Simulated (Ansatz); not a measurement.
The compound is WS₂ (space group P-6m2, No. 187), taken as the input geometry of an electronic-structure calculation (not necessarily at equilibrium).

```xyz
3
Lattice="3.1835 0.0000 0.0000 -1.5918 2.7570 0.0000 0.0000 0.0000 16.9506" Properties=species:S:1:pos:R:3 pbc="T T T"
W     0.0000    1.8380    0.0000
S     1.5918    0.9190   15.3911
S     1.5918    0.9190    1.5595
```

Describe how the polyhedra about W are linked (bonds: S–W below 2.7 Å).

W: WS6 trigonal prism, sharing edges with six neighbours.

They form layers of edge-sharing trigonal prisms parallel to (001).

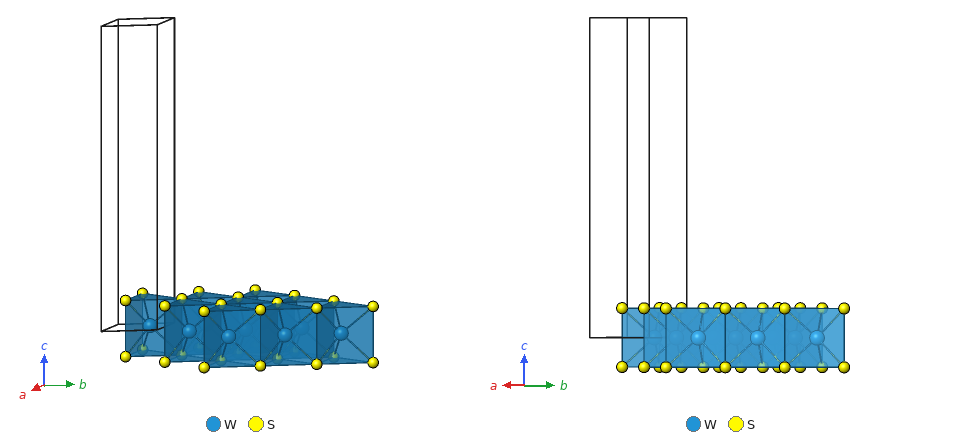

Polyhedra are drawn about W (bonds: S–W below 2.7 Å); other atoms are plain spheres. Two views of the same piece.
